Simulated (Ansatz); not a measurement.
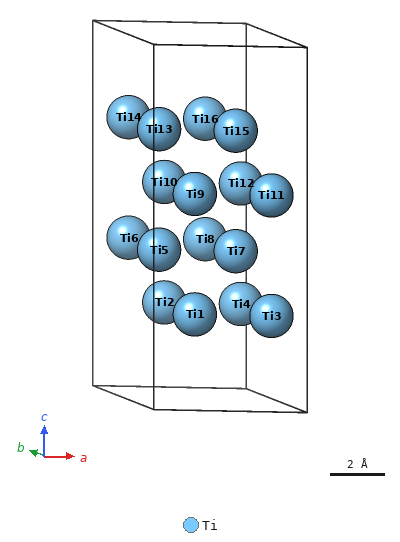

**Figure 1.** The input geometry (spheres-only view of the cell of the calculation, with the vacuum cut short, seen slightly off an axis; atoms are numbered from 1 in the order of the input). An atom can appear more than once, as a periodic image.

# Ti: geometry relaxation (part 1 of 3)

The run: geometry relaxation of Ti (slab, 16 atoms in the cell). Method and program: DFT PBE+D3(BJ), scalar-relativistic, plane waves, PAW, no spin polarisation (Ansatz 0.2.0).

The structure derives from an entry of the Crystallography Open Database. The input holds or restrains some coordinates. Forces given for the steps count only the free coordinates. It belongs to a series of runs on one base structure; here: clean slab, lower planes held. Figures and captions count atoms from 1; the log counts them from 0 in places.

### The program's output
```
Engine: ansatz 0.2.0, x86_64-unknown-linux-gnu
Pseudopotentials: kind: paw
Pseudopotential: Ti, paw, valence charge 12, recommended cutoff 420 eV (normal), Ti.paw.azcp
Functional definition: PBE
  parameter kappa = 0.804
  parameter beta = 0.06672455060314922
  exchange = pbe_x(kappa = kappa, mu = beta*pi^2/3)
  correlation = pbe_c(beta = beta)
Crystal: 16 atoms, lattice volume = 659.813 Å³
Basis set: ecut = 420 eV, 12929 PW (Γ), exchange–correlation on 80×80×320 points (8 copies of the dense FFT grid, shifted against one another)
Bands: 116, of which v1, the nominal top of the filled ones, is band 96 counted from 1 (95 counted from 0)
Symmetry: 24 space group operations
k-points: 4 of 16 (time reversal used)
Non-local potential: Ti, projectors of the file, l = 0: 3, l = 1: 2, l = 2: 3, l = 3: 1
PAW form: soft (Blöchl's): semilocal exchange-correlation on the pseudo side does not see the compensation charge
PAW one-centre angular grid: Ti, 590 points (default); XC on 64 Gauss nodes
Initial density: superposition of atomic densities (neutral atoms: chi_scale 0, normalization atom), corrected by the library's trained network
Initial wavefunctions: pseudopotential atomic-orbital guess
Functional: x = pbe(κ = 0.804, μ = 0.2195149727645171), c = pbe(β = 0.06672455060314922)
SCF iter   1: F=—  HF=-39994.665621 eV  |F-HF|=—  |Δ(HF+E_count)|=         —  Δρ=7.52e-3  dr2=1.97e0  ethr=1.77e-3  p=0.000 e·Å  D=3.64e-14 V/Å  ΔV_dip=-0.00 eV  dr2_dipole=5.61e-8  V_vac-E_F(+/−)=4.21/4.21 eV  ⟨swp⟩=10.2  Hψ=2312  notcnv=0
efield: sawtooth ramp at fractional position 0.9800 (placed from the atoms, in the widest stretch of the axis that holds none; the zero of the levels goes with the place), width 0.0400; the density the first Hamiltonian is built on has a dipole p = 0.000 e·Å; the dipole correction subtracts the counter field D = 3.64e-14 V/Å, which shifts the + side's vacuum level by -0.00 eV against the − side's; the planar-averaged density in the ramp window peaks in size at 8.8e-5 e/Å³
preconditioner: auto → LDOS  [metal: Δε(μ)=0.037 eV  Ē_g=2.175 eV  σ=0.100 eV  W_gap=0.20  n_scr=112 (ndim 8)  ℏωp=11.6 eV  f_vac=0.520  D(μ)=24.80/eV (n_scr^D=216)  β→1.0]
SCF iter   2: F=—  HF=-39994.639079 eV  |F-HF|=—  |Δ(HF+E_count)|=   2.65e-2  Δρ=3.88e-3  dr2=5.10e-1  ethr=1.03e-3  p=0.000 e·Å  D=1.73e-6 V/Å  ΔV_dip=-0.00 eV  dr2_dipole=9.37e-8  V_vac-E_F(+/−)=4.47/4.47 eV  ⟨swp⟩=2.0  Hψ=604  notcnv=0  defer=16
SCF iter   3: F=—  HF=-39994.626823 eV  |F-HF|=—  |Δ(HF+E_count)|=   1.23e-2  Δρ=6.20e-4  dr2=5.64e-3  ethr=2.66e-4  p=0.000 e·Å  D=1.07e-6 V/Å  ΔV_dip=-0.00 eV  dr2_dipole=3.08e-9  V_vac-E_F(+/−)=4.47/4.47 eV  ⟨swp⟩=2.0  Hψ=511  notcnv=0  defer=18
SCF iter   4: F=—  HF=-39994.627843 eV  |F-HF|=—  |Δ(HF+E_count)|=   1.02e-3  Δρ=2.52e-4  dr2=6.76e-4  ethr=2.93e-6  p=0.000 e·Å  D=1.20e-6 V/Å  ΔV_dip=-0.00 eV  dr2_dipole=1.97e-9  V_vac-E_F(+/−)=4.50/4.50 eV  ⟨swp⟩=2.5  Hψ=621  notcnv=0  defer=5
SCF iter   5: F=—  HF=-39994.627967 eV  |F-HF|=—  |Δ(HF+E_count)|=   1.24e-4  Δρ=1.10e-4  dr2=9.88e-5  ethr=3.52e-7  p=0.000 e·Å  D=4.36e-7 V/Å  ΔV_dip=-0.00 eV  dr2_dipole=1.46e-11  V_vac-E_F(+/−)=4.50/4.50 eV  ⟨swp⟩=2.0  Hψ=575  notcnv=0  defer=5
SCF iter   6: F=-39994.627979 eV  HF=-39994.627978 eV  |F-HF|=6.95e-7  |Δ(HF+E_count)|=   1.10e-5  Δρ=2.41e-5  dr2=4.41e-6  ethr=1.17e-8  p=0.000 e·Å  D=4.92e-8 V/Å  ΔV_dip=-0.00 eV  dr2_dipole=3.58e-12  V_vac-E_F(+/−)=4.51/4.51 eV  ⟨swp⟩=25.2  Hψ=4982  notcnv=0
SCF 1 converged in 6 iterations: F = -39994.627979 eV  dr2 = 4.41e-6
  greatest PAW one-centre occupation: 0.999 electrons in one spin orbital (limit 2), on the Ti atom at site 11 (counted from 0), in its partial waves of l = 0
relax step   1: F+E_penalty+E_count = -39994.62797901 eV  Δ(F+E_penalty+E_count) = +0.000e0 eV  max|allowed force component| = 6.596e-1 eV/Å  Δτ_max = 0.0000 Å  (6 SCF iters, dr2 threshold 2.25e-5 eV, accepted)
Initial density: handed on by an earlier stage of this run
Initial wavefunctions: those handed on with the density
SCF iter   1: F=—  HF=-39995.147744 eV  |F-HF|=—  |Δ(HF+E_count)|=         —  Δρ=1.35e-2  dr2=1.22e1  ethr=3.10e-3  p=0.000 e·Å  D=3.29e-6 V/Å  ΔV_dip=-0.00 eV  dr2_dipole=2.45e0  V_vac-E_F(+/−)=4.52/4.52 eV  ⟨swp⟩=3.5  Hψ=974  notcnv=0  defer=11
efield: sawtooth ramp at fractional position 0.9800 (handed on by an earlier solve), width 0.0400; the density the first Hamiltonian is built on has a dipole p = 0.000 e·Å; the dipole correction subtracts the counter field D = 3.29e-6 V/Å, which shifts the + side's vacuum level by -0.00 eV against the − side's; the planar-averaged density in the ramp window peaks in size at 8.2e-6 e/Å³
preconditioner: auto → LDOS  [metal: Δε(μ)=0.012 eV  Ē_g=2.210 eV  σ=0.100 eV  W_gap=0.07  n_scr=112 (ndim 8)  ℏωp=11.6 eV  f_vac=0.522  D(μ)=29.37/eV (n_scr^D=266)  β→1.0]
SCF iter   2: F=—  HF=-39994.834977 eV  |F-HF|=—  |Δ(HF+E_count)|=   3.13e-1  Δρ=6.69e-3  dr2=1.18e0  ethr=3.10e-3  p=0.031 e·Å  D=8.42e-3 V/Å  ΔV_dip=-0.19 eV  dr2_dipole=4.73e-3  V_vac-E_F(+/−)=4.33/4.52 eV  ⟨swp⟩=2.0  Hψ=722  notcnv=0  defer=15
SCF iter   3: F=—  HF=-39994.725494 eV  |F-HF|=—  |Δ(HF+E_count)|=   1.09e-1  Δρ=2.20e-3  dr2=2.14e-1  ethr=6.12e-4  p=0.017 e·Å  D=4.65e-3 V/Å  ΔV_dip=-0.11 eV  dr2_dipole=5.97e-2  V_vac-E_F(+/−)=4.43/4.54 eV  ⟨swp⟩=3.0  Hψ=814  notcnv=0  defer=15
SCF iter   4: F=—  HF=-39994.712569 eV  |F-HF|=—  |Δ(HF+E_count)|=   1.29e-2  Δρ=7.90e-4  dr2=3.64e-2  ethr=1.11e-4  p=0.016 e·Å  D=4.35e-3 V/Å  ΔV_dip=-0.10 eV  dr2_dipole=1.33e-2  V_vac-E_F(+/−)=4.44/4.54 eV  ⟨swp⟩=2.0  Hψ=584  notcnv=0  defer=15
SCF iter   5: F=—  HF=-39994.712504 eV  |F-HF|=—  |Δ(HF+E_count)|=   6.51e-5  Δρ=1.67e-4  dr2=3.37e-4  ethr=1.90e-5  p=0.015 e·Å  D=4.17e-3 V/Å  ΔV_dip=-0.10 eV  dr2_dipole=4.46e-5  V_vac-E_F(+/−)=4.45/4.54 eV  ⟨swp⟩=1.8  Hψ=480  notcnv=0  defer=15
SCF iter   6: F=—  HF=-39994.712626 eV  |F-HF|=—  |Δ(HF+E_count)|=   1.22e-4  Δρ=5.54e-5  dr2=2.44e-5  ethr=1.76e-7  p=0.015 e·Å  D=4.11e-3 V/Å  ΔV_dip=-0.09 eV  dr2_dipole=4.77e-7  V_vac-E_F(+/−)=4.45/4.55 eV  ⟨swp⟩=2.8  Hψ=662  notcnv=0  defer=15
SCF iter   7: F=-39994.712651 eV  HF=-39994.712652 eV  |F-HF|=1.65e-6  |Δ(HF+E_count)|=   2.63e-5  Δρ=2.03e-5  dr2=6.42e-6  ethr=1.27e-8  p=0.015 e·Å  D=4.04e-3 V/Å  ΔV_dip=-0.09 eV  dr2_dipole=8.40e-7  V_vac-E_F(+/−)=4.46/4.55 eV  ⟨swp⟩=24.5  Hψ=4925  notcnv=0
SCF 2 converged in 7 iterations: F = -39994.712651 eV  dr2 = 6.42e-6
relax step   2: F+E_penalty+E_count = -39994.71265064 eV  Δ(F+E_penalty+E_count) = -8.467e-2 eV  max|allowed force component| = 4.339e-1 eV/Å  Δτ_max = 0.1086 Å  (7 SCF iters, dr2 threshold 2.72e-5 eV, accepted)
iter 1 solved again at ethr=5.07e-4 eV; its pass at ethr=3.10e-3 eV (dr2=9.74e-1 eV) is discarded
SCF iter   1: F=—  HF=-39994.819572 eV  |F-HF|=—  |Δ(HF+E_count)|=         —  Δρ=4.28e-3  dr2=8.20e-1  ethr=5.07e-4  p=0.015 e·Å  D=4.04e-3 V/Å  ΔV_dip=-0.09 eV  dr2_dipole=2.76e-2  V_vac-E_F(+/−)=4.45/4.54 eV  ⟨swp⟩=1.0  Hψ=1254  notcnv=0  defer=18
efield: sawtooth ramp at fractional position 0.9800 (handed on by an earlier solve), width 0.0400; the density the first Hamiltonian is built on has a dipole p = 0.015 e·Å; the dipole correction subtracts the counter field D = 4.04e-3 V/Å, which shifts the + side's vacuum level by -0.09 eV against the − side's; the planar-averaged density in the ramp window peaks in size at 6.1e-6 e/Å³
preconditioner: auto → LDOS  [metal: Δε(μ)=0.024 eV  Ē_g=2.199 eV  σ=0.100 eV  W_gap=0.14  n_scr=112 (ndim 8)  ℏωp=11.6 eV  f_vac=0.519  D(μ)=28.79/eV (n_scr^D=266)  β→1.0]
SCF iter   2: F=—  HF=-39994.782703 eV  |F-HF|=—  |Δ(HF+E_count)|=   3.69e-2  Δρ=2.78e-3  dr2=2.20e-1  ethr=4.27e-4  p=0.005 e·Å  D=1.27e-3 V/Å  ΔV_dip=-0.03 eV  dr2_dipole=5.29e-5  V_vac-E_F(+/−)=4.52/4.55 eV  ⟨swp⟩=2.5  Hψ=658  notcnv=0  defer=18
SCF iter   3: F=—  HF=-39994.771110 eV  |F-HF|=—  |Δ(HF+E_count)|=   1.16e-2  Δρ=8.12e-4  dr2=1.74e-2  ethr=1.15e-4  p=0.009 e·Å  D=2.45e-3 V/Å  ΔV_dip=-0.06 eV  dr2_dipole=9.58e-5  V_vac-E_F(+/−)=4.49/4.55 eV  ⟨swp⟩=2.0  Hψ=632  notcnv=0  defer=18
SCF iter   4: F=—  HF=-39994.769761 eV  |F-HF|=—  |Δ(HF+E_count)|=   1.35e-3  Δρ=2.29e-4  dr2=6.21e-4  ethr=9.08e-6  p=0.009 e·Å  D=2.35e-3 V/Å  ΔV_dip=-0.05 eV  dr2_dipole=4.20e-5  V_vac-E_F(+/−)=4.49/4.55 eV  ⟨swp⟩=3.5  Hψ=729  notcnv=0  defer=18
SCF iter   5: F=—  HF=-39994.769883 eV  |F-HF|=—  |Δ(HF+E_count)|=   1.22e-4  Δρ=6.48e-5  dr2=2.16e-5  ethr=3.24e-7  p=0.008 e·Å  D=2.31e-3 V/Å  ΔV_dip=-0.05 eV  dr2_dipole=1.34e-6  V_vac-E_F(+/−)=4.49/4.54 eV  ⟨swp⟩=2.5  Hψ=617  notcnv=0  defer=18
SCF iter   6: F=-39994.769913 eV  HF=-39994.769912 eV  |F-HF|=1.73e-6  |Δ(HF+E_count)|=   2.87e-5  Δρ=2.24e-5  dr2=5.76e-6  ethr=6.13e-9  p=0.009 e·Å  D=2.34e-3 V/Å  ΔV_dip=-0.05 eV  dr2_dipole=2.93e-7  V_vac-E_F(+/−)=4.49/4.54 eV  ⟨swp⟩=24.8  Hψ=4977  notcnv=0
SCF 3 converged in 6 iterations: F = -39994.769913 eV  dr2 = 5.76e-6
relax step   3: F+E_penalty+E_count = -39994.76991325 eV  Δ(F+E_penalty+E_count) = -5.726e-2 eV  max|allowed force component| = 4.160e-2 eV/Å  Δτ_max = 0.0504 Å  (6 SCF iters, dr2 threshold 1.18e-5 eV, accepted)
SCF iter   1: F=—  HF=-39994.771454 eV  |F-HF|=—  |Δ(HF+E_count)|=         —  Δρ=8.58e-4  dr2=6.06e-2  ethr=7.36e-5  p=0.009 e·Å  D=2.34e-3 V/Å  ΔV_dip=-0.05 eV  dr2_dipole=1.55e-2  V_vac-E_F(+/−)=4.49/4.54 eV  ⟨swp⟩=2.0  Hψ=629  notcnv=0  defer=9
efield: sawtooth ramp at fractional position 0.9800 (handed on by an earlier solve), width 0.0400; the density the first Hamiltonian is built on has a dipole p = 0.009 e·Å; the dipole correction subtracts the counter field D = 2.34e-3 V/Å, which shifts the + side's vacuum level by -0.05 eV against the − side's; the planar-averaged density in the ramp window peaks in size at 5.9e-6 e/Å³
preconditioner: auto → LDOS  [metal: Δε(μ)=0.032 eV  Ē_g=2.202 eV  σ=0.100 eV  W_gap=0.18  n_scr=112 (ndim 8)  ℏωp=11.6 eV  f_vac=0.519  D(μ)=27.69/eV (n_scr^D=254)  β→1.0]
SCF iter   2: F=—  HF=-39994.770372 eV  |F-HF|=—  |Δ(HF+E_count)|=   1.08e-3  Δρ=2.98e-4  dr2=1.71e-3  ethr=3.15e-5  p=0.009 e·Å  D=2.42e-3 V/Å  ΔV_dip=-0.06 eV  dr2_dipole=2.14e-5  V_vac-E_F(+/−)=4.49/4.54 eV  ⟨swp⟩=1.0  Hψ=536  notcnv=0  defer=9
SCF iter   3: F=—  HF=-39994.770364 eV  |F-HF|=—  |Δ(HF+E_count)|=   7.31e-6  Δρ=1.29e-4  dr2=5.49e-4  ethr=8.92e-7  p=0.009 e·Å  D=2.43e-3 V/Å  ΔV_dip=-0.06 eV  dr2_dipole=6.12e-5  V_vac-E_F(+/−)=4.49/4.54 eV  ⟨swp⟩=2.2  Hψ=687  notcnv=0  defer=9
SCF iter   4: F=—  HF=-39994.770339 eV  |F-HF|=—  |Δ(HF+E_count)|=   2.51e-5  Δρ=3.03e-5  dr2=4.22e-5  ethr=2.86e-7  p=0.009 e·Å  D=2.40e-3 V/Å  ΔV_dip=-0.05 eV  dr2_dipole=8.69e-6  V_vac-E_F(+/−)=4.49/4.54 eV  ⟨swp⟩=2.0  Hψ=566  notcnv=0  defer=9
SCF iter   5: F=—  HF=-39994.770378 eV  |F-HF|=—  |Δ(HF+E_count)|=   3.89e-5  Δρ=8.15e-6  dr2=1.98e-6  ethr=2.20e-8  p=0.009 e·Å  D=2.38e-3 V/Å  ΔV_dip=-0.05 eV  dr2_dipole=3.43e-7  V_vac-E_F(+/−)=4.49/4.54 eV  ⟨swp⟩=2.0  Hψ=582  notcnv=0  defer=9
SCF iter   6: F=—  HF=-39994.770379 eV  |F-HF|=—  |Δ(HF+E_count)|=   6.52e-7  Δρ=3.19e-6  dr2=1.99e-7  ethr=1.03e-9  p=0.009 e·Å  D=2.37e-3 V/Å  ΔV_dip=-0.05 eV  dr2_dipole=4.08e-9  V_vac-E_F(+/−)=4.49/4.54 eV  ⟨swp⟩=2.5  Hψ=681  notcnv=0  defer=9
SCF iter   7: F=-39994.770379 eV  HF=-39994.770379 eV  |F-HF|=8.34e-9  |Δ(HF+E_count)|=   1.61e-7  Δρ=1.01e-6  dr2=2.10e-8  ethr=5.21e-11  p=0.009 e·Å  D=2.36e-3 V/Å  ΔV_dip=-0.05 eV  dr2_dipole=1.90e-10  V_vac-E_F(+/−)=4.49/4.54 eV  ⟨swp⟩=18.8  Hψ=3442  notcnv=0
SCF 4 converged in 7 iterations: F = -39994.770379 eV  dr2 = 2.10e-8
relax step   4: F+E_penalty+E_count = -39994.77037900 eV  Δ(F+E_penalty+E_count) = -4.658e-4 eV  max|allowed force component| = 4.266e-3 eV/Å  Δτ_max = 0.0069 Å  (7 SCF iters, accepted)
```

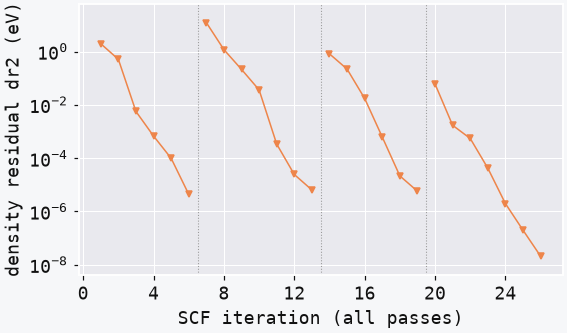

**Figure 2.** Convergence of the self-consistent field: density residual dr2 against the SCF iteration. The dotted lines part the SCF passes of the relaxation: geometry steps, rejected trials and re-solves on a re-selected basis. The passes take 6, 7, 6 and 7 iterations.

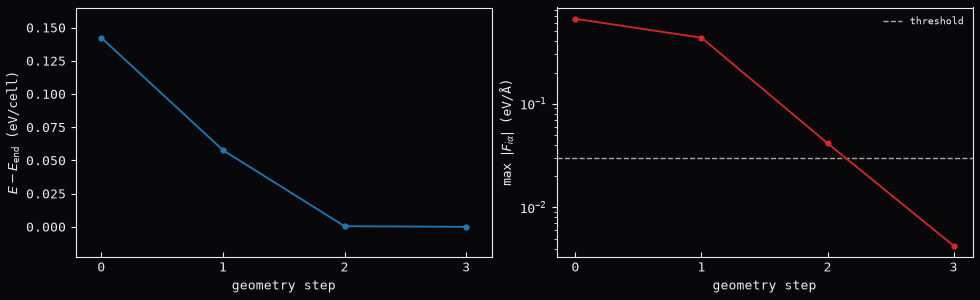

**Figure 3.** Progress of the restrained relaxation, step by step (the first geometry is step 0 here and step 1 in the log).

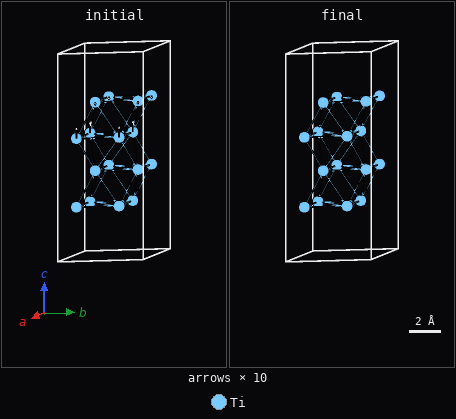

**Figure 4.** Before (left) and after (right) the restrained relaxation, at one scale (ball-and-stick view of the cell of the calculation, with the vacuum cut short, seen slightly off an axis). The white arrows give the displacements, magnified 10 times. Over 3 geometry steps the energy falls by 0.142 eV per cell of the calculation. Largest force component: 0.66 eV/Å at the start, 0.0043 eV/Å at the end. The largest moves, 0.085 Å, are those of Ti9, Ti10, Ti11 and Ti12. The cell doesn't change. Among the contacts that change: Ti10–Ti13 2.830 → 2.740 Å, Ti5–Ti10 2.830 → 2.899 Å. (Atoms are counted from 1 in the order of the input.)

```
WARN: The output density's exchange-correlation potential varies sharply where the density is thin. Do not read a vacuum level from v_tot or v_xc, or from such a field of the output density. On a cell that repeats whose density bears no net charge and no dipole along the vacuum's axis use v_es (v_loc + v_h of the components); under efield.dipole_correction with no amplitude use v_es + v_field, which holds any external_charges[].barrier, or the levels of the report's work_function block, which leave it out; under a non-zero efield.amplitude the vacuum is tilted and has no level; on a cell that repeats and bears such a dipole with no correction it is tilted too, and efield.dipole_correction with no amplitude gives each side of its ramp a level where efield: is served; in a cell that repeats whose density bears a net charge (total_charge, or a fill off its count) it is curved and has none; of a slab under crystal.periodic whose density bears no net charge use v_es, which has a level on each side, short of where the two are joined; of another it falls or rises all the way out and has none; of a slab beside external_charges read slab_vacuum_level instead, which it has where they leave it neutral. The grid or the basis barely resolves most such structure, and the values can differ between equally converged runs; as a rule a tighter scf.convergence.dr2_threshold does not remove it. Where the density itself ripples (under the LDA too) a higher basis.ecutwfc lessens it. The files hold the spikes' plane waves up to the density's cutoff. Files: v_tot_of_output_density and the like, and their columns of v_z.tsv (output.write_potential); v_xc_of_output_density and the like, and their columns of v_comp_z.tsv (output.write_potential_components). Measured: with its Gaussian average of σ = 0.25 Å subtracted twice, the exchange-correlation potential is over 0.1 eV at 752 of the grid points where the equally averaged density (valence and model cores) is under 1e-3 e/Å³, and 1.12 eV at the most among them, at an averaged density of 3.4e-8 e/Å³. See output.write_potential in the manual, Limitations
SCF converged after 7 iterations
Free energy (F): -39994.770379 eV
Harris-Foulkes:  -39994.770379 eV  (|F-HF|=8.34e-9)
Internal energy: -39994.631487 eV  (E = F + TS)
E sigma→0 (E₀):  -39994.700933 eV
Entropy (-TS):   -0.138892 eV (-8.681 meV/atom)
Fermi energy:    3.133221 eV
Dipole field:    D = 0.002371 V/Å  (p = 0.008644 e·Å, saw-weighted, corrected)
Work function:   Φ+ = 4.4878 eV   Φ− = 4.5420 eV
Levels:          The Fermi level and band energies are counted from a zero that moves with the ramp; work functions are not
--- Per-component energies (eV) ---
  E_band       = -4471.912656
  E_kinetic    = 4364.033614
  E_local      = -175471.376001  (includes V_loc(G=0)·N_el)
  E_nonlocal   = 138.022588
  E_hartree    = 85592.287115
  E_xc         = -1555.150783
  E_vxc        = -1945.115659  (∫ρ·V_xc dr)
  E_paw        = -16766.086416  (= ΣΔE_a)
  E_vpaw       = -2742.075138  (= ΣTr[D̂ρ^β])
  E_aug_tail   = 0.001840  (compensation charges beyond the density's cutoff)
  E_efield     = 0.000010  (sawtooth field / dipole correction)
  E_vefield    = -0.006634  (∫n·V_field dr)
  E_ewald      = 63711.116865
  E_disp       = -7.480319  (pairwise vdW)
  E_smearing   = -0.138892  (= −TS)
  E_closure    = 0.000000  (closes the sum)
  Σ components = -39994.770379   (vs F -39994.770379, Δ=0.00e0)
--- Forces (eV/Å), atoms counted from 1 ---
  atom   1  Ti     0.00000000     0.00000000     0.48632770
  atom   2  Ti     0.00000000     0.00000000     0.48632770
  atom   3  Ti     0.00000000     0.00000000     0.48632770
  atom   4  Ti     0.00000000     0.00000000     0.48632770
  atom   5  Ti    -0.00000000    -0.00000000    -0.49153750
  atom   6  Ti    -0.00000000    -0.00000000    -0.49153750
  atom   7  Ti    -0.00000000    -0.00000000    -0.49153750
  atom   8  Ti    -0.00000000    -0.00000000    -0.49153750
  atom   9  Ti    -0.00000000    -0.00000000     0.00426551
  atom  10  Ti    -0.00000000    -0.00000000     0.00426551
  atom  11  Ti    -0.00000000    -0.00000000     0.00426551
  atom  12  Ti    -0.00000000    -0.00000000     0.00426551
  atom  13  Ti     0.00000000     0.00000000     0.00092093
  atom  14  Ti     0.00000000     0.00000000     0.00092093
  atom  15  Ti     0.00000000     0.00000000     0.00092093
  atom  16  Ti    -0.00000000     0.00000000     0.00092093
  max |Σ_I F_I| component: 9.34e-5 eV/Å
--- Band table (eV) ---
```
